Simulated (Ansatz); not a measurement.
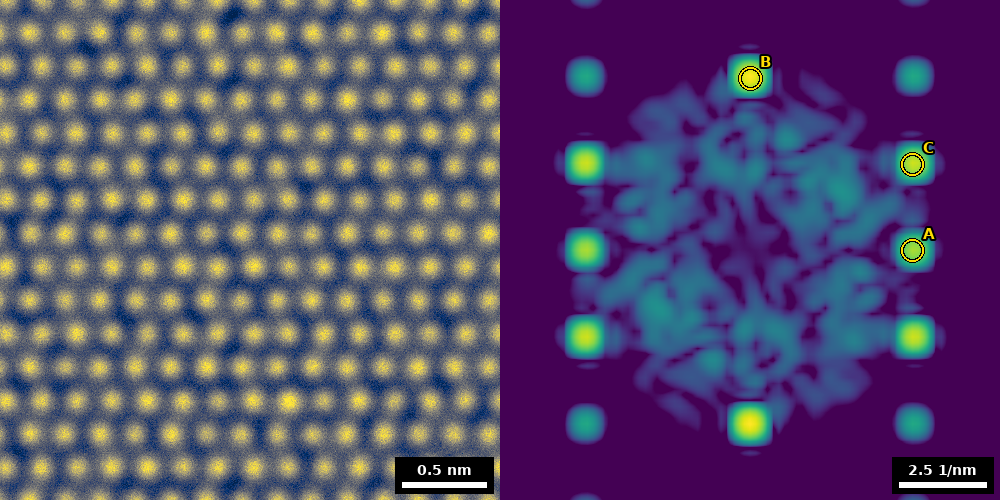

Integrated-DPC-like image of Ni (P6_3/mmc, No. 194) along [100]. Simulated as the projected potential of neutral atoms (B = 0.5 Å²) blurred by a 0.99 Å probe, the thin-sample limit of integrated differential phase contrast. The display is stretched by a gamma of 0.8; percentages refer to the linear signal. Shot noise and the speckle of an amorphous layer were added. Atomic positions: the end point of a relaxation with DFT, PBEsol, plane waves (420 eV) with PAW, scalar-relativistic in Ansatz; the starting structure was generated, so it need not be a known form of this composition.

The right panel is the modulus of the image's Fourier transform on a logarithmic scale.

a = 2.448 Å, b = 2.448 Å, c = 4.014 Å, α = 90.00°, β = 90.00°, γ = 120.00°

### Index the marked spots and give their plane spacings (the zone axis points at the viewer; indices equivalent by symmetry, or all signs reversed, are as good).

A: (0 -1 0), d = 2.12 Å; B: (0 0 -2), d = 2.01 Å; C: (0 -1 -1), d = 1.87 Å. A and B enclose 90°, and every spot obeys the zone law hu + kv + lw = 0 for [100].
